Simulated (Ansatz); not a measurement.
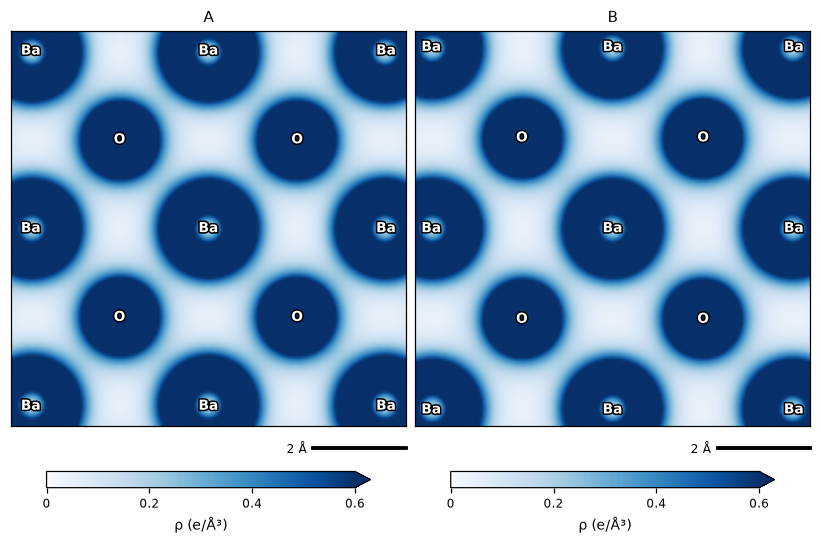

BaO. The valence electron density of two cells that differ in size, on the (110) plane of each (indices in the axes of the calculation cell), at one length scale and on one colour scale: B has 21.3 Å³ an atom and A 20.0.

The calculation used DFT r2SCAN, scalar-relativistic, plane waves, PAW in Ansatz 0.2.0.

The density is the valence pseudo-density of a PAW calculation; it isn't the true density close to the nuclei.

Question: What does the compression do to the bonding and the properties?

Answer: From the larger cell to the smaller, Ba–O goes from 2.77 to 2.72 Å, and the density at its midpoint from 0.22 to 0.25 e/Å³; the pressure goes from 0.0 to 5 GPa; the Kohn–Sham gap goes from 2.4 eV to 2.2 eV.
